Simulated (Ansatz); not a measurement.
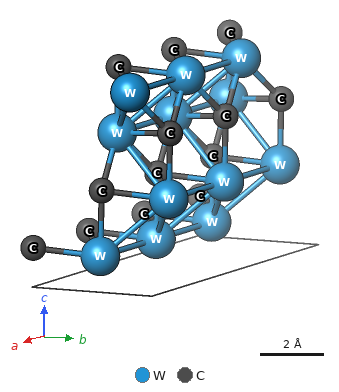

A slab of composition WC (cut from the P-6m2 phase), before the constrained relaxation. Style: ball-and-stick. Shown: the 3 × 1 repeat of the cell, outlined in the plane, without the vacuum, from a free direction.

Case: clean slab, lower half held. The slab is the (1 0 1) face of WC. 4 atoms are held fixed.

The calculation used Ansatz, DFT PBEsol, scalar-relativistic, plane waves, PAW.

The input:
```yaml
crystal:
  lattice:
    - [2.8984136658, 0.0, 0.0]
    - [-1.4492068329, 3.781003892, 0.0]
    - [0.0, 0.0, 22.9443726644]
  atoms:
    - { symbol: W, position: [0.7203625333, 0.4407250665, 0.3704612074] }
    - { symbol: C, position: [0.0070896221, 0.0141792443, 0.3840968698] }
    - { symbol: W, position: [0.4407250665, 0.881450133, 0.4522751817] }
    - { symbol: C, position: [0.7274521554, 0.4549043108, 0.465910844] }
    - { symbol: W, position: [0.1610875998, 0.3221751995, 0.534089156] }
    - { symbol: C, position: [0.4478146886, 0.8956293773, 0.5477248183] }
    - { symbol: W, position: [0.881450133, 0.762900266, 0.6159031302] }
    - { symbol: C, position: [0.1681772219, 0.3363544438, 0.6295387926] }
basis:
  ecutwfc: 420
kpoints:
  mp_grid: { grid: [11, 8, 1] }
hamiltonian:
  xc: pbesol
scf:
  occupations: { method: gaussian, width: 0.1 }
output:
  forces: true
  eigenvalues: true
  write_density: true
  write_potential: true
  elf: true
  volumetric_format: npy
relax:
  adjacent_minimum: "off"
  f_tol: 0.03
  max_steps: 70
  constraints: [{ sites: [0, 1, 2, 3] }]
efield:
  axis: 3
  dipole_correction: true
  ramp_width: 0.04
```

Launched with:
```bash
ansatz run input.yaml --threads 2 --pin off --max-ram 5120MiB --backend cpu --events-out ev --progress --plain --runs-dir out
```

Q: What does the optimiser find from here?

A: The energy falls by 0.114 eV per cell of the calculation in 4 accepted moves (5 points after the start). Largest force component: 1.1 eV/Å at the start, 0.018 eV/Å at the end. 1 step only repeated the SCF at the same geometry. The atom that moves furthest is C8 (0.11 Å at 60° to the normal (−c side)). Largest moves by element: C 0.11 Å, W 0.04 Å. The lattice vectors keep their values. Some distances before and after: W7–C8 2.191 → 2.319 Å, W7–C8 (another image) 2.191 → 2.090 Å, W5–C8 2.191 → 2.127 Å, W5–W7 2.898 → 2.854 Å. Bond angles that change, for instance: W7–C8–W7 82.8° → 87.8°, W5–C8–W7 82.8° → 85.2°.

The end point in the same view:

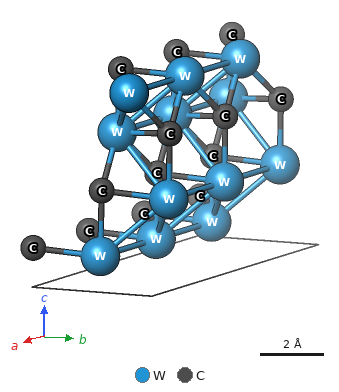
